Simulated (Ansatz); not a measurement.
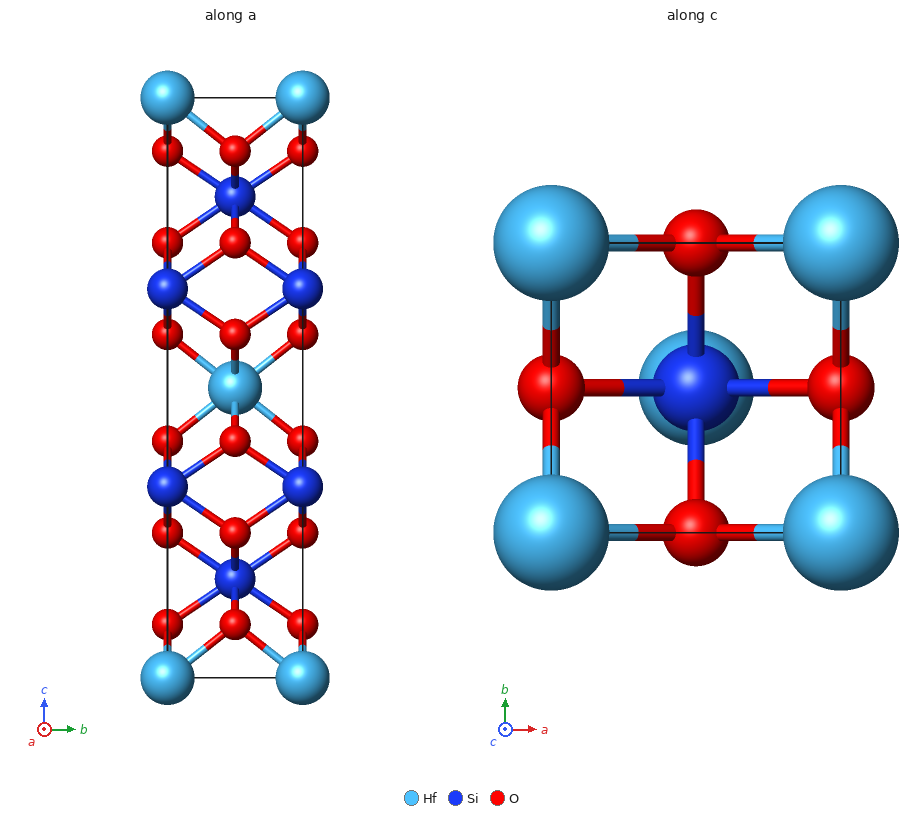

We look at a ball-and-stick model of the crystal along the a axis and along the c axis. The parallelepiped is the conventional unit cell.

HfSi$_{2}$O$_{6}$, space group I4/mmm (No. 139), a = 3.37 Å, b = 3.37 Å, c = 14.47 Å, α = 90.00°, β = 90.00°, γ = 90.00°.

Electronic-structure method: Ansatz, DFT PBE, scalar-relativistic, plane waves, PAW. Parameters: plane-wave cutoff 420 eV, k-points about 0.19 Å⁻¹ apart, Gaussian smearing of 0.02 eV, no spin polarisation.

### What is the band gap, if any?

A semiconductor at this level, with a gap of 0.38 eV on the k-mesh (the true edges may lie between mesh points, so the gap can be somewhat smaller).

Source of the structure: a structure type filled with these elements by a generator (whether the compound takes this form wasn't checked). This is the structure after a relaxation with DFT PBE, scalar-relativistic, plane waves, PAW (Ansatz).
